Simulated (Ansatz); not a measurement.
**MoSi2: geometry relaxation (part 1 of 2)**

The run: geometry relaxation of MoSi2 (I4/mmm, 3 atoms in the cell). Method and program: DFT, PBE, plane waves, PAW, no spin polarisation (Ansatz 0.2.0).

The structure derives from an entry of the Crystallography Open Database. Figures and captions count atoms from 1; the log counts them from 0 in places.

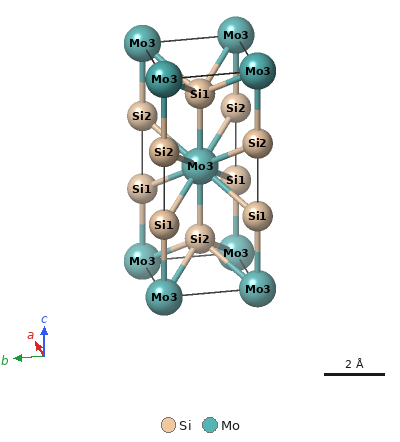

The starting structure (ball-and-stick view of the cell 2 times as large as that of the calculation, set on its symmetry axes, seen at an oblique angle; atoms are numbered from 1 in the order of the input).

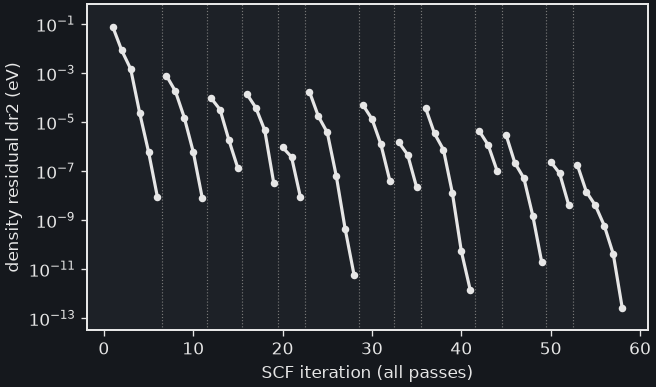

Convergence of the self-consistent field: density residual dr2 against the SCF iteration. The dotted lines part the SCF passes of the relaxation: geometry steps, rejected trials and re-solves on a re-selected basis. The 13 passes take 3 to 6 iterations each, 58 in all.

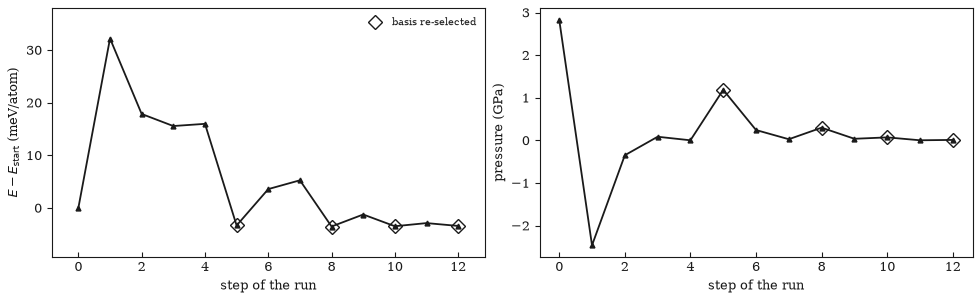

Progress of the relaxation, step by step (the first geometry is step 0 here and step 1 in the log).

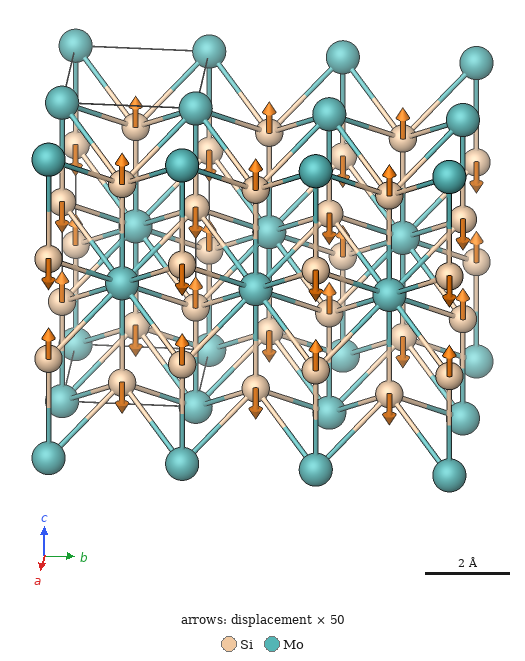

The starting structure with the displacements (without the part carried along by the change of the cell) as orange arrows, magnified 50 times (ball-and-stick view of the cell 2 times as large as that of the calculation, set on its symmetry axes, repeated 2 × 3 × 1, seen at an oblique angle). The largest moves relative to the cell, 0.017 Å, are those of Si1 and Si2. Mo stays in place. The volume changes by +1.6 %, with a = b 3.200 → 3.218 Å (+0.6 %), c 7.861 → 7.898 Å (+0.5 %). Among the contacts that change: Si1–Mo3 2.618 → 2.647 Å. The space group stays I4/mmm (No. 139). Over 8 geometry steps the energy falls by 2.9 meV per atom. The largest force component goes from 0.27 to 0.00012 eV/Å. Pressure: 2.83 GPa at the start and 0.01 GPa at the end. 3 further SCFs at an unchanged geometry re-selected the plane-wave basis for the new cell. The energy change given includes the shifts at the re-selections in mid-walk, which come without any move. A last SCF at the same geometry on a re-selected plane-wave basis shifts the energy by −0.5 meV per atom. (Atoms are counted from 1 in the order of the input.)

These pictures come from the run below.

Input
```yaml
crystal:
  lattice:
    - [-1.6, 1.6, 3.9305]
    - [1.6, -1.6, 3.9305]
    - [1.6, 1.6, -3.9305]
  atoms:
    - { symbol: Si, position: [0.333, 0.333, 0.0] }
    - { symbol: Si, position: [0.667, 0.667, 0.0] }
    - { symbol: Mo, position: [0.0, 0.0, 0.0] }
basis:
  ecutwfc: 240.0
kpoints:
  mp_grid: { grid: [18, 18, 18] }
hamiltonian:
  xc: pbe
scf:
  occupations: { method: gaussian, width: 0.1 }
output:
  forces: true
  stress: true
  eigenvalues: true
  write_density: true
  write_potential: true
  elf: true
  volumetric_format: npy
relax:
  adjacent_minimum: "off"
  f_tol: 0.005
  max_steps: 80
  cell: { stress_tol: 0.05 }
```

Command:
```bash
ansatz run input.yaml --threads 1 --pin off --max-ram 2560MiB --backend cpu --events-out ev --progress --plain --runs-dir out
```

What the program printed
```
Warning: basis.ecutwfc = 240 eV is below the records' recommended 420 eV, and the density's cutoff is lower with it unless basis.ecutrho_ratio is high enough to keep the records' density cutoff: compare with a run at a higher cutoff
Engine: ansatz 0.2.0, aarch64-unknown-linux-gnu
Pseudopotentials: kind: paw
Pseudopotential: Si, paw, valence charge 4, recommended cutoff 420 eV (normal), Si.paw.azcp
Pseudopotential: Mo, paw, valence charge 14, recommended cutoff 420 eV (normal), Mo.paw.azcp
Functional definition: PBE
  parameter kappa = 0.804
  parameter beta = 0.06672455060314922
  exchange = pbe_x(kappa = kappa, mu = beta*pi^2/3)
  correlation = pbe_c(beta = beta)
Crystal: 3 atoms, lattice volume = 40.248 Å³
Basis set: ecut = 240 eV, 329 PW (Γ), exchange–correlation on 48×48×48 points (8 copies of the dense FFT grid, shifted against one another)
Bands: 15, of which v1, the nominal top of the filled ones, is band 11 counted from 1 (10 counted from 0)
Symmetry: 16 space group operations
Space group: I4/mmm (ITA 139), of the structure as read, at distance tolerance 3.4e-5 Å
k-points: 480 of 5832
Non-local potential: Si, projectors of the file, l = 0: 2, l = 1: 2, l = 2: 2
Non-local potential: Mo, projectors of the file, l = 0: 3, l = 1: 2, l = 2: 2, l = 3: 1
PAW form: soft (Blöchl's): semilocal exchange-correlation on the pseudo side does not see the compensation charge
PAW one-centre angular grid: Si, 110 points (default); XC on 64 Gauss nodes
PAW one-centre angular grid: Mo, 590 points (default); XC on 64 Gauss nodes
Initial density: superposition of atomic densities (neutral atoms: chi_scale 0, normalization atom), corrected by the library's trained network
Initial wavefunctions: pseudopotential atomic-orbital guess
Functional: x = pbe(κ = 0.804, μ = 0.2195149727645171), c = pbe(β = 0.06672455060314922)
SCF iter   1: F=—  HF=-6228.134593 eV  |F-HF|=—  |Δ(HF+E_count)|=         —  Δρ=1.77e-2  dr2=7.69e-2  ethr=1.77e-3  ⟨swp⟩=5.0  Hψ=38551  notcnv=0
preconditioner: auto → Kerker (q_TF=auto, 2.467 Å⁻¹)  [metal: Δε(μ)=0.056 eV  Ē_g=7.751 eV  σ=0.100 eV  W_gap=0.31  n_scr=10 (ndim 8)  ℏωp=21.9 eV  f_vac=0.000  D(μ)=0.20/eV (n_scr^D=0)]
SCF iter   2: F=—  HF=-6228.117739 eV  |F-HF|=—  |Δ(HF+E_count)|=   1.69e-2  Δρ=8.07e-3  dr2=8.44e-3  ethr=3.50e-4  ⟨swp⟩=2.8  Hψ=16667  notcnv=0
SCF iter   3: F=—  HF=-6228.116928 eV  |F-HF|=—  |Δ(HF+E_count)|=   8.11e-4  Δρ=3.10e-3  dr2=1.48e-3  ethr=3.84e-5  ⟨swp⟩=2.2  Hψ=8882  notcnv=0
SCF iter   4: F=—  HF=-6228.116822 eV  |F-HF|=—  |Δ(HF+E_count)|=   1.06e-4  Δρ=1.96e-4  dr2=2.44e-5  ethr=6.74e-6  ⟨swp⟩=2.5  Hψ=12179  notcnv=0
SCF iter   5: F=—  HF=-6228.116908 eV  |F-HF|=—  |Δ(HF+E_count)|=   8.51e-5  Δρ=2.99e-5  dr2=6.11e-7  ethr=1.11e-7  ⟨swp⟩=2.0  Hψ=10048  notcnv=0
SCF iter   6: F=-6228.116907 eV  HF=-6228.116907 eV  |F-HF|=1.82e-9  |Δ(HF+E_count)|=   1.18e-7  Δρ=5.21e-6  dr2=8.51e-9  ethr=4.55e-10  ⟨swp⟩=8.2  Hψ=45256  notcnv=0
SCF 1 converged in 6 iterations: F = -6228.116907 eV  dr2 = 8.51e-9
  greatest PAW one-centre occupation: 0.998 electrons in one spin orbital (limit 2), on the Mo atom at site 2 (counted from 0), in its partial waves of l = 0
relax step   1: F+E_penalty+E_count = -6228.11690739 eV  Δ(F+E_penalty+E_count) = +0.000e0 eV  max|allowed force component| = 2.668e-1 eV/Å  Δτ_max = 0.0000 Å  P = +2.832 GPa  Ω = 40.248 Å³  (6 SCF iters, dr2 threshold 1.00e-7 eV, accepted)
Crystal: 3 atoms, lattice volume = 40.959 Å³
Initial density: handed on by an earlier stage of this run
Initial wavefunctions: those handed on with the density
iter 1 solved again at ethr=3.62e-6 eV; its pass at ethr=3.10e-3 eV (dr2=7.96e-4 eV) is discarded
SCF iter   1: F=—  HF=-6228.020510 eV  |F-HF|=—  |Δ(HF+E_count)|=         —  Δρ=1.74e-3  dr2=7.85e-4  ethr=3.62e-6  ⟨swp⟩=2.1  Hψ=43039  notcnv=0
preconditioner: auto → Kerker (q_TF=auto, 2.460 Å⁻¹)  [metal: Δε(μ)=0.018 eV  Ē_g=7.604 eV  σ=0.100 eV  W_gap=0.10  n_scr=10 (ndim 8)  ℏωp=21.7 eV  f_vac=0.000  D(μ)=0.24/eV (n_scr^D=0)]
SCF iter   2: F=—  HF=-6228.020327 eV  |F-HF|=—  |Δ(HF+E_count)|=   1.83e-4  Δρ=9.30e-4  dr2=1.84e-4  ethr=3.57e-6  ⟨swp⟩=1.0  Hψ=7208  notcnv=0
SCF iter   3: F=—  HF=-6228.020334 eV  |F-HF|=—  |Δ(HF+E_count)|=   7.76e-6  Δρ=1.60e-4  dr2=1.53e-5  ethr=8.38e-7  ⟨swp⟩=2.0  Hψ=12461  notcnv=0
SCF iter   4: F=—  HF=-6228.020332 eV  |F-HF|=—  |Δ(HF+E_count)|=   2.57e-6  Δρ=4.13e-5  dr2=6.15e-7  ethr=6.94e-8  ⟨swp⟩=2.2  Hψ=8886  notcnv=0
SCF iter   5: F=-6228.020332 eV  HF=-6228.020332 eV  |F-HF|=4.05e-9  |Δ(HF+E_count)|=   1.41e-7  Δρ=5.00e-6  dr2=8.33e-9  ethr=1.36e-9  ⟨swp⟩=8.2  Hψ=42361  notcnv=0
SCF 2 converged in 5 iterations: F = -6228.020332 eV  dr2 = 8.33e-9
  greatest PAW one-centre occupation: 0.999 electrons in one spin orbital (limit 2), on the Mo atom at site 2 (counted from 0), in its partial waves of l = 1
relax step   2: F+E_penalty+E_count = -6228.02033167 eV  Δ(F+E_penalty+E_count) = +9.658e-2 eV  max|allowed force component| = 9.177e-2 eV/Å  Δτ_max = 0.0114 Å  P = -2.462 GPa  Ω = 40.959 Å³  energy of the carried Pulay correction = -1.008e-1 eV  (5 SCF iters, dr2 threshold 3.00e-7 eV, accepted)
Crystal: 3 atoms, lattice volume = 40.677 Å³
iter 1 solved again at ethr=3.39e-7 eV; its pass at ethr=3.10e-3 eV (dr2=7.46e-5 eV) is discarded
SCF iter   1: F=—  HF=-6228.063325 eV  |F-HF|=—  |Δ(HF+E_count)|=         —  Δρ=6.35e-4  dr2=9.53e-5  ethr=3.39e-7  ⟨swp⟩=2.0  Hψ=42286  notcnv=0
preconditioner: auto → Kerker (q_TF=auto, 2.463 Å⁻¹)  [metal: Δε(μ)=0.022 eV  Ē_g=7.649 eV  σ=0.100 eV  W_gap=0.13  n_scr=10 (ndim 8)  ℏωp=21.8 eV  f_vac=0.000  D(μ)=0.24/eV (n_scr^D=0)]
SCF iter   2: F=—  HF=-6228.063358 eV  |F-HF|=—  |Δ(HF+E_count)|=   3.36e-5  Δρ=3.47e-4  dr2=3.26e-5  ethr=3.39e-7  ⟨swp⟩=1.0  Hψ=7277  notcnv=0
SCF iter   3: F=—  HF=-6228.063346 eV  |F-HF|=—  |Δ(HF+E_count)|=   1.21e-5  Δρ=4.74e-5  dr2=1.81e-6  ethr=1.48e-7  ⟨swp⟩=2.6  Hψ=12516  notcnv=0
SCF iter   4: F=-6228.063346 eV  HF=-6228.063346 eV  |F-HF|=7.98e-8  |Δ(HF+E_count)|=   3.76e-7  Δρ=1.62e-5  dr2=1.30e-7  ethr=1.36e-9  ⟨swp⟩=8.5  Hψ=47151  notcnv=0
SCF 3 converged in 4 iterations: F = -6228.063346 eV  dr2 = 1.30e-7
relax step   3: F+E_penalty+E_count = -6228.06334586 eV  Δ(F+E_penalty+E_count) = -4.301e-2 eV  max|allowed force component| = 8.458e-2 eV/Å  Δτ_max = 0.0002 Å  P = -0.349 GPa  Ω = 40.677 Å³  energy of the carried Pulay correction = -6.104e-2 eV  (4 SCF iters, dr2 threshold 3.00e-7 eV, accepted)
Crystal: 3 atoms, lattice volume = 40.632 Å³
iter 1 solved again at ethr=5.99e-7 eV; its pass at ethr=3.10e-3 eV (dr2=1.32e-4 eV) is discarded
SCF iter   1: F=—  HF=-6228.070227 eV  |F-HF|=—  |Δ(HF+E_count)|=         —  Δρ=4.23e-4  dr2=1.40e-4  ethr=5.99e-7  ⟨swp⟩=2.0  Hψ=37881  notcnv=0
preconditioner: auto → Kerker (q_TF=auto, 2.463 Å⁻¹)  [metal: Δε(μ)=0.020 eV  Ē_g=7.658 eV  σ=0.100 eV  W_gap=0.11  n_scr=10 (ndim 8)  ℏωp=21.8 eV  f_vac=0.000  D(μ)=0.24/eV (n_scr^D=0)]
SCF iter   2: F=—  HF=-6228.070242 eV  |F-HF|=—  |Δ(HF+E_count)|=   1.51e-5  Δρ=2.28e-4  dr2=3.92e-5  ethr=5.99e-7  ⟨swp⟩=1.1  Hψ=7344  notcnv=0
SCF iter   3: F=—  HF=-6228.070231 eV  |F-HF|=—  |Δ(HF+E_count)|=   1.11e-5  Δρ=6.93e-5  dr2=4.69e-6  ethr=1.78e-7  ⟨swp⟩=2.4  Hψ=10033  notcnv=0
SCF iter   4: F=-6228.070230 eV  HF=-6228.070230 eV  |F-HF|=7.14e-9  |Δ(HF+E_count)|=   1.20e-6  Δρ=1.22e-5  dr2=3.43e-8  ethr=1.36e-9  ⟨swp⟩=5.9  Hψ=41894  notcnv=0
SCF 4 converged in 4 iterations: F = -6228.070230 eV  dr2 = 3.43e-8
relax step   4: F+E_penalty+E_count = -6228.07022957 eV  Δ(F+E_penalty+E_count) = -6.884e-3 eV  max|allowed force component| = 5.659e-3 eV/Å  Δτ_max = 0.0049 Å  P = +0.085 GPa  Ω = 40.632 Å³  energy of the carried Pulay correction = -5.460e-2 eV  (4 SCF iters, dr2 threshold 3.00e-7 eV, accepted)
Crystal: 3 atoms, lattice volume = 40.641 Å³
iter 1 solved again at ethr=2.77e-9 eV; its pass at ethr=3.10e-3 eV (dr2=6.10e-7 eV) is discarded
SCF iter   1: F=—  HF=-6228.068940 eV  |F-HF|=—  |Δ(HF+E_count)|=         —  Δρ=5.01e-5  dr2=9.40e-7  ethr=2.77e-9  ⟨swp⟩=2.1  Hψ=41292  notcnv=0
preconditioner: auto → Kerker (q_TF=auto, 2.463 Å⁻¹)  [metal: Δε(μ)=0.022 eV  Ē_g=7.656 eV  σ=0.100 eV  W_gap=0.12  n_scr=10 (ndim 8)  ℏωp=21.8 eV  f_vac=0.000  D(μ)=0.24/eV (n_scr^D=0)]
SCF iter   2: F=—  HF=-6228.068979 eV  |F-HF|=—  |Δ(HF+E_count)|=   3.91e-5  Δρ=3.08e-5  dr2=3.78e-7  ethr=2.77e-9  ⟨swp⟩=2.0  Hψ=10051  notcnv=0
SCF iter   3: F=-6228.068979 eV  HF=-6228.068979 eV  |F-HF|=4.94e-9  |Δ(HF+E_count)|=   1.32e-7  Δρ=4.46e-6  dr2=8.55e-9  ethr=7.72e-10  ⟨swp⟩=7.0  Hψ=36034  notcnv=0
SCF 5 converged in 3 iterations: F = -6228.068979 eV  dr2 = 8.55e-9
relax step   5: F+E_penalty+E_count = -6228.06897930 eV  Δ(F+E_penalty+E_count) = +1.250e-3 eV  max|allowed force component| = 6.509e-5 eV/Å  Δτ_max = 0.0003 Å  P = +0.002 GPa  Ω = 40.641 Å³  energy of the carried Pulay correction = -5.587e-2 eV  (3 SCF iters, dr2 threshold 1.70e-7 eV, accepted)
Initial wavefunctions: pseudopotential atomic-orbital guess (no wavefunctions were taken with the density)
iter 1 solved again at ethr=9.92e-7 eV; its pass at ethr=3.10e-3 eV (dr2=2.18e-4 eV) is discarded
SCF iter   1: F=—  HF=-6228.126935 eV  |F-HF|=—  |Δ(HF+E_count)|=         —  Δρ=8.13e-4  dr2=1.77e-4  ethr=9.92e-7  ⟨swp⟩=2.3  Hψ=53144  notcnv=0
preconditioner: auto → Kerker (q_TF=auto, 2.463 Å⁻¹)  [metal: Δε(μ)=0.020 eV  Ē_g=7.655 eV  σ=0.100 eV  W_gap=0.11  n_scr=10 (ndim 8)  ℏωp=21.8 eV  f_vac=0.000  D(μ)=0.24/eV (n_scr^D=0)]
SCF iter   2: F=—  HF=-6228.126888 eV  |F-HF|=—  |Δ(HF+E_count)|=   4.63e-5  Δρ=3.46e-4  dr2=1.74e-5  ethr=8.05e-7  ⟨swp⟩=2.9  Hψ=12282  notcnv=0
SCF iter   3: F=—  HF=-6228.126924 eV  |F-HF|=—  |Δ(HF+E_count)|=   3.63e-5  Δρ=1.49e-4  dr2=3.79e-6  ethr=7.91e-8  ⟨swp⟩=2.0  Hψ=11831  notcnv=0
SCF iter   4: F=—  HF=-6228.126925 eV  |F-HF|=—  |Δ(HF+E_count)|=   5.22e-7  Δρ=1.78e-5  dr2=6.55e-8  ethr=1.72e-8  ⟨swp⟩=3.0  Hψ=12440  notcnv=0
SCF iter   5: F=—  HF=-6228.126924 eV  |F-HF|=—  |Δ(HF+E_count)|=   8.86e-7  Δρ=1.50e-6  dr2=4.41e-10  ethr=2.98e-10  ⟨swp⟩=2.7  Hψ=11282  notcnv=0
SCF iter   6: F=-6228.126924 eV  HF=-6228.126924 eV  |F-HF|=1.82e-12  |Δ(HF+E_count)|=  7.09e-11  Δρ=1.48e-7  dr2=5.77e-12  ethr=1.00e-12  ⟨swp⟩=5.2  Hψ=28450  notcnv=0
SCF 6 converged in 6 iterations: F = -6228.126924 eV  dr2 = 5.77e-12
relax step   6: F+E_penalty+E_count = -6228.12692413 eV  Δ(F+E_penalty+E_count) = -5.794e-2 eV  max|allowed force component| = 2.701e-3 eV/Å  Δτ_max = 0.0000 Å  P = +1.186 GPa  Ω = 40.641 Å³  stress off target by 1.73e0 GPa  SCF on the basis re-selected at this cell (its energy is not comparable with the rows above)  (6 SCF iters)
basis re-selected at this cell: Δ(F+E_penalty+E_count) = -5.794e-2 eV, ΔP = +1.184 GPa vs the last step (what re-selecting the basis moved, of the pressure what is left beyond the Pulay correction that the steps carried, after the strain that the cell walked since its last selection, with what the two solves' SCF thresholds leave and, on support functions, any second-order correction that the steps lacked; it is no measure of the basis error at this ecutwfc). This SCF's stress stands 1.73e0 GPa from its target on what of the cell is left free (relax.cell.stress_tol is 5.00e-2 GPa) and its largest allowed force component is 2.70e-3 eV/Å (relax.f_tol is 5.00e-3 eV/Å): not within both, so this SCF does not close the relaxation
Crystal: 3 atoms, lattice volume = 40.789 Å³
iter 1 solved again at ethr=2.04e-7 eV; its pass at ethr=3.10e-3 eV (dr2=4.49e-5 eV) is discarded
SCF iter   1: F=—  HF=-6228.106160 eV  |F-HF|=—  |Δ(HF+E_count)|=         —  Δρ=3.73e-4  dr2=4.93e-5  ethr=2.04e-7  ⟨swp⟩=2.0  Hψ=41288  notcnv=0
preconditioner: auto → Kerker (q_TF=auto, 2.462 Å⁻¹)  [metal: Δε(μ)=0.021 eV  Ē_g=7.631 eV  σ=0.100 eV  W_gap=0.12  n_scr=10 (ndim 8)  ℏωp=21.8 eV  f_vac=0.000  D(μ)=0.24/eV (n_scr^D=0)]
SCF iter   2: F=—  HF=-6228.106184 eV  |F-HF|=—  |Δ(HF+E_count)|=   2.32e-5  Δρ=2.06e-4  dr2=1.35e-5  ethr=2.04e-7  ⟨swp⟩=1.0  Hψ=7211  notcnv=0
SCF iter   3: F=—  HF=-6228.106179 eV  |F-HF|=—  |Δ(HF+E_count)|=   4.60e-6  Δρ=4.13e-5  dr2=1.25e-6  ethr=6.12e-8  ⟨swp⟩=2.2  Hψ=12549  notcnv=0
SCF iter   4: F=-6228.106179 eV  HF=-6228.106179 eV  |F-HF|=1.73e-8  |Δ(HF+E_count)|=   2.52e-7  Δρ=1.13e-5  dr2=4.09e-8  ethr=1.36e-9  ⟨swp⟩=7.7  Hψ=39965  notcnv=0
SCF 7 converged in 4 iterations: F = -6228.106179 eV  dr2 = 4.09e-8
relax step   7: F+E_penalty+E_count = -6228.10617872 eV  Δ(F+E_penalty+E_count) = +2.075e-2 eV  max|allowed force component| = 7.914e-4 eV/Å  Δτ_max = 0.0004 Å  P = +0.243 GPa  Ω = 40.789 Å³  energy of the carried Pulay correction = -2.150e-2 eV  (4 SCF iters, dr2 threshold 3.00e-7 eV, accepted)
Crystal: 3 atoms, lattice volume = 40.825 Å³
iter 1 solved again at ethr=6.98e-9 eV; its pass at ethr=3.10e-3 eV (dr2=1.54e-6 eV) is discarded
SCF iter   1: F=—  HF=-6228.101129 eV  |F-HF|=—  |Δ(HF+E_count)|=         —  Δρ=7.50e-5  dr2=1.50e-6  ethr=6.98e-9  ⟨swp⟩=2.1  Hψ=41688  notcnv=0
preconditioner: auto → Kerker (q_TF=auto, 2.461 Å⁻¹)  [metal: Δε(μ)=0.022 eV  Ē_g=7.626 eV  σ=0.100 eV  W_gap=0.12  n_scr=10 (ndim 8)  ℏωp=21.7 eV  f_vac=0.000  D(μ)=0.24/eV (n_scr^D=0)]
SCF iter   2: F=—  HF=-6228.101163 eV  |F-HF|=—  |Δ(HF+E_count)|=   3.37e-5  Δρ=4.24e-5  dr2=4.64e-7  ethr=6.81e-9  ⟨swp⟩=2.1  Hψ=10277  notcnv=0
SCF iter   3: F=-6228.101163 eV  HF=-6228.101163 eV  |F-HF|=1.38e-8  |Δ(HF+E_count)|=   1.44e-7  Δρ=6.40e-6  dr2=2.19e-8  ethr=7.35e-10  ⟨swp⟩=7.0  Hψ=36844  notcnv=0
SCF 8 converged in 3 iterations: F = -6228.101163 eV  dr2 = 2.19e-8
  greatest PAW one-centre occupation: 0.998 electrons in one spin orbital (limit 2), on the Mo atom at site 2 (counted from 0), in its partial waves of l = 1
relax step   8: F+E_penalty+E_count = -6228.10116280 eV  Δ(F+E_penalty+E_count) = +5.016e-3 eV  max|allowed force component| = 7.909e-4 eV/Å  Δτ_max = 0.0001 Å  P = +0.027 GPa  Ω = 40.825 Å³  energy of the carried Pulay correction = -2.655e-2 eV  (3 SCF iters, dr2 threshold 1.62e-7 eV, accepted)
iter 1 solved again at ethr=2.65e-7 eV; its pass at ethr=3.10e-3 eV (dr2=5.82e-5 eV) is discarded
```
